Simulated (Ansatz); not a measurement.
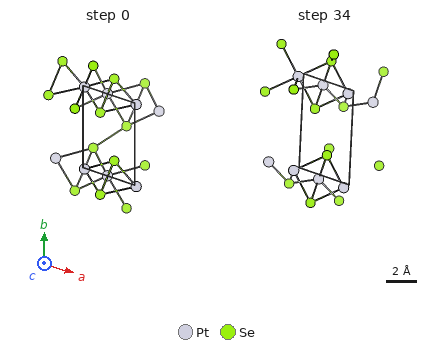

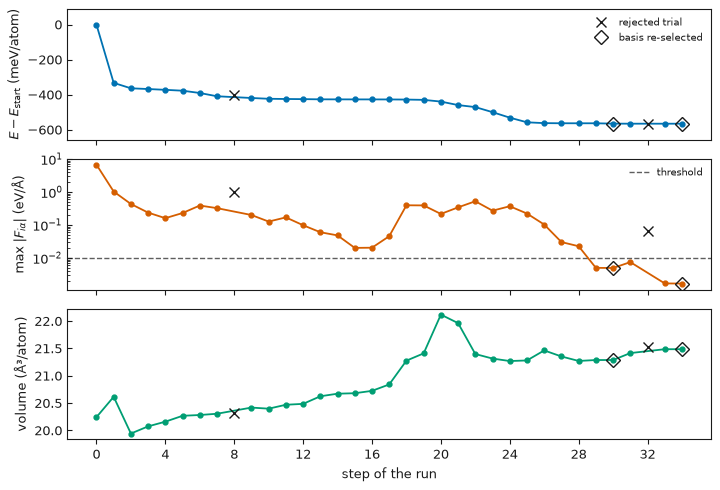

First and last geometry of a relaxation of solid PtSe₂ (built on the 3R (MoS2) bulk type), with the history of the run. A ball-and-stick model of the cell of the calculation, reduced to other axes, seen along the c axis. Lengths and directions refer to the drawn axes.

Case: shaken.

Method: DFT, PBEsol, plane waves, PAW in Ansatz 0.2.0. Settings: plane-wave cutoff 420 eV; k-point mesh 6 × 4 × 6; occupations fermi dirac; smearing width 0.05 eV; no spin polarisation; cell and atoms relaxed; force threshold 0.01 eV/Å; at most 120 steps.

> What do the curves and the structures tell?

It converged. Over 30 accepted moves (34 points after the start) the energy falls by 565 meV per atom. Largest force component: 6.8 eV/Å at the start, 0.0017 eV/Å at the end. The pressure goes from 14.04 to 0.01 GPa. The line search rejected the trial steps at points 8, 32 of the run. At 2 points the geometry stayed and the basis and grid were re-selected for the new cell (energy shift of 2.0 meV per atom at most each time). The atom that moves furthest relative to the cell is a Se atom (1.33 Å roughly along +a). Largest moves by element: Se 1.33 Å, Pt 0.57 Å. Cell: a 3.686 → 3.567 Å (−3.2 %), b 5.662 → 6.450 Å (+13.9 %), c 6.280 → 5.925 Å (−5.6 %), α 101.9° → 99.8°, β 90.3° → 90.0°, γ 108.2° → 106.0°. Volume +6.1 %. Some distances before and after: Se–Se 3.036 → 4.862 Å, Se–Se 4.726 → 3.317 Å, Pt–Se 2.927 → 4.313 Å, Pt–Se 2.705 → 3.872 Å. New bonds form, among them: Se–Se (3.38 → 2.41 Å). Bond angles that change, for instance: Se–Pt–Se 128.7° → 95.7°, Pt–Se–Pt 94.0° → 61.2°, Se–Pt–Se 145.4° → 175.9°. The space group (tolerance 0.01 Å) goes from P1 (No. 1) to Cm (No. 8).

```
step  E − E(0), meV/atom  largest force component, eV/Å  pressure, GPa  volume, Å³/atom                      note
   0                0.00                         6.8169          14.04           20.243                          
   1             -332.37                         1.0426          -1.05           20.616                          
   2             -363.37                         0.4365           0.92           19.944                          
   3             -367.52                         0.2387           0.53           20.075                          
   4             -372.07                         0.1619           0.03           20.161                          
   5             -377.06                         0.2320          -0.28           20.269                          
   6             -390.16                         0.3917          -0.38           20.283                          
   7             -408.80                         0.3263          -0.70           20.306                          
   8             -402.04                         1.0106           0.32           20.320                  rejected
   9             -418.67                         0.2019          -0.31           20.419                          
  10             -423.13                         0.1277           0.25           20.399                          
  11             -424.42                         0.1710           0.03           20.471                          
  13             -426.30                         0.0606           0.10           20.626                          
  14             -426.50                         0.0486          -0.06           20.673                          
  15             -426.69                         0.0203           0.08           20.681                          
  16             -426.78                         0.0206           0.04           20.725                          
  18             -427.66                         0.3985           0.30           21.277                          
  19             -429.32                         0.3948           0.15           21.410                          
  20             -439.16                         0.2176          -0.75           22.119                          
  21             -459.14                         0.3448          -0.36           21.963                          
  23             -499.53                         0.2734           0.48           21.315                          
  24             -530.86                         0.3726           0.72           21.270                          
  25             -557.37                         0.2237           0.34           21.281                          
  26             -562.03                         0.1038          -0.38           21.464                          
  28             -562.95                         0.0228           0.05           21.272                          
  29             -562.96                         0.0050           0.00           21.289                          
  30             -564.93                         0.0050           0.18           21.289  same geometry, new basis
  31             -565.27                         0.0075           0.07           21.416                          
  33             -565.33                         0.0017           0.01           21.487                          
  34             -565.36                         0.0017           0.01           21.487  same geometry, new basis
```
